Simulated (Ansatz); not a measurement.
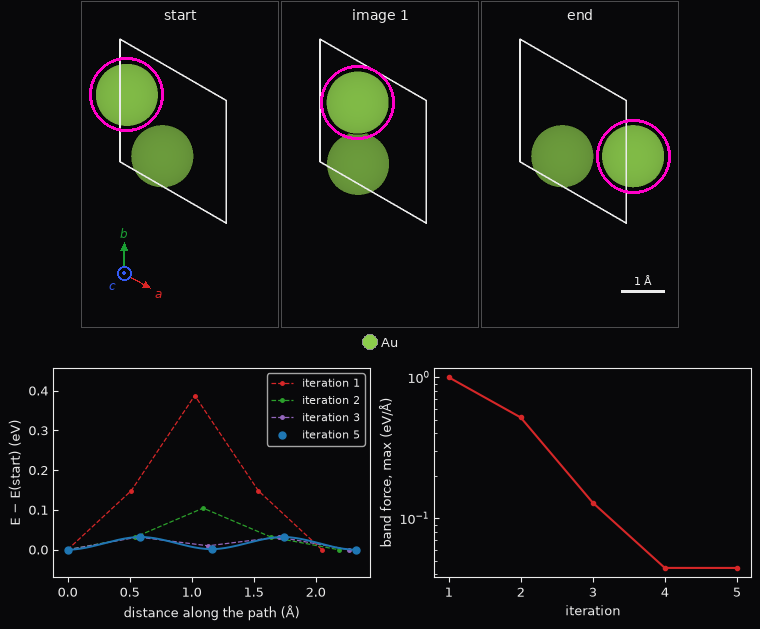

NEB run on a 2-atom cell of Au (set up in P6_3/mmc). Images are numbered from 0 (start) to 4 (end). The plot follows the band through its iterations. A spheres-only model of the simulation cell (origin moved), seen along the c axis. The moving atom is ringed, with any periodic copies.

Method: Ansatz 0.2.0, DFT, PBE, all-electron LAPW, scalar-relativistic. Run with plane-wave cutoff 345 eV; k-point mesh 9 × 9 × 5; Fermi-Dirac smearing 0.05 eV; 3 movable images; climbing image.

How did the profile develop, and is the result final?

Answer. The run is converged, with reservations. The band converged in 5 iterations. The largest component of the band force went from 1 to 0.045 eV/Å. The climbing image converged on the top of the path. Its curvatures weren't checked. The first iteration put the highest image at 0.388 eV. The barrier is about 0.032 eV in both directions, with image 1 at the top; the ends have the same energy. The profile has 2 maxima (images 1, 3) with a dip at image 2 (0.001 eV), so the process runs in steps.

The run took 54 min on 4 threads of Arm Neoverse N1, with other jobs on the host, peak memory 3 GiB.
